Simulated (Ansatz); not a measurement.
# SrTiO$_{3}$: what the fields show

Input

```
crystal:
  lattice:
    - [-2.7435446834, 2.7435446834, 3.9043133139]
    - [2.7435446834, -2.7435446834, 3.9043133139]
    - [2.7435446834, 2.7435446834, -3.9043133139]
  atoms:
    - { symbol: Sr, position: [0.75, 0.25, 0.5] }
    - { symbol: Sr, position: [0.25, 0.75, 0.5] }
    - { symbol: Ti, position: [0.0, 0.0, 0.0] }
    - { symbol: Ti, position: [0.5, 0.5, 0.0] }
    - { symbol: O, position: [0.25, 0.25, 0.0] }
    - { symbol: O, position: [0.75, 0.75, 0.0] }
    - { symbol: O, position: [0.7424253891, 0.2424253891, 0.950709051] }
    - { symbol: O, position: [0.2253545255, 0.2746454745, 0.5] }
    - { symbol: O, position: [0.2746454745, 0.7746454745, 0.049290949] }
    - { symbol: O, position: [0.7746454745, 0.7253545255, 0.5] }
basis:
  ecutwfc: 420
kpoints:
  mp_grid: { grid: [8, 8, 8] }
hamiltonian:
  xc: pbesol
scf:
  occupations: { method: gaussian, width: 0.05 }
output:
  forces: true
  stress: true
  eigenvalues: true
  write_density: true
  write_potential: true
  elf: true
  volumetric_format: npy
```

Run with:

```sh
ansatz run input.yaml --threads 2 --pin off --max-ram 5120MiB --backend cpu --events-out ev --progress --plain --runs-dir out
```

Below, planes, directions and counts refer to the conventional cell (a = 7.76 Å, b = 7.76 Å, c = 5.50 Å, α = 90.00°, β = 134.82°, γ = 90.00°).

Space group Cm; changed on purpose from its base cell (atom 7 (O) moved +0.133 A along Cartesian [0 0 1]); not relaxed (largest force 0.7 eV/Å); computed without spin polarisation.

These are results of DFT PBEsol, scalar-relativistic, plane waves, PAW in Ansatz, not measurements.

Core electrons are frozen (PAW), and the valence fields are smoothed inside the atomic spheres.

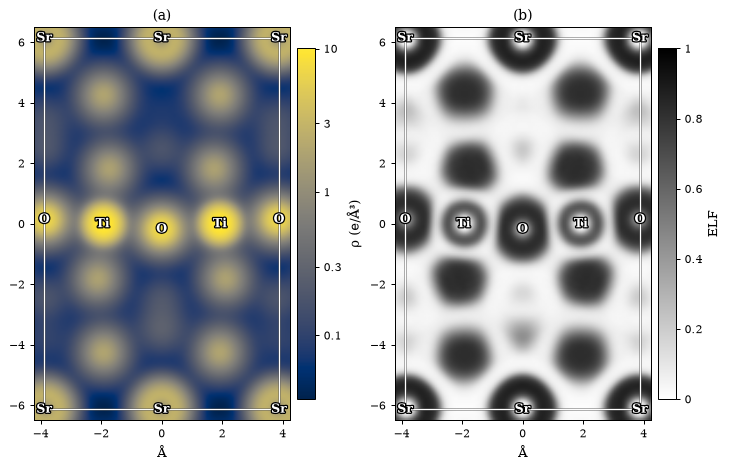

Figure 1. (a) valence electron density; (b) electron localisation function on the (101) plane of the conventional cell.

**What does the map show?**

The plane passes through Sr, Ti and O nuclei.
Atoms just off the plane (O, 0.6 Å away) can leave unmarked features too.
Ti–O (1.95 Å): the density is about 0.71 e/Å³ at the midpoint; the ELF peaks at about 0.80 in the valence shell of O, 0.6 Å from its nucleus, and is about 0.20 at the midpoint (no localised pair shows between them).
Between the atoms the lowest density in this plane is 0.04 e/Å³.
The features right at Sr and Ti lie inside the PAW spheres, where the map follows smoothed inner orbitals and isn't to be read closely.

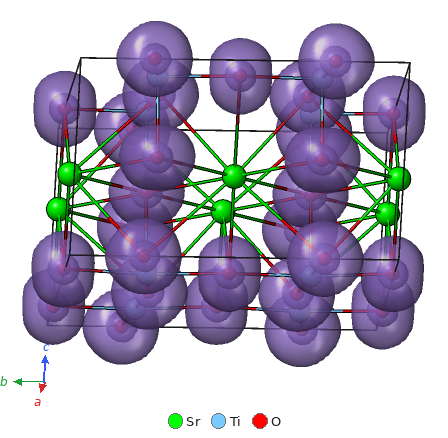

Figure 2. Isosurface of the ELF at 0.7 (purple), seen at an oblique angle. Only the valence region is drawn (cores and ρ < 0.01 e/Å³ removed). Sticks mark near contacts.

**Identify the bonds, lone pairs and shells in this picture.**

The surface consists of twelve regions wrapped around O (the valence shell of each), counted in one cell of 20 atoms. Any copies at cell faces, edges or corners count once. Profiles from the grid: Sr–O (2.52 Å): the ELF peaks at about 0.85 in the valence shell of O, 0.7 Å from its nucleus, and drops to about 0.05 between the two atoms: a largely ionic contact.

**Metal or insulator at this level of theory?**

It is gapped, with a Kohn–Sham gap of 2.0 eV on the k-point mesh, an upper bound to the gap of this method.
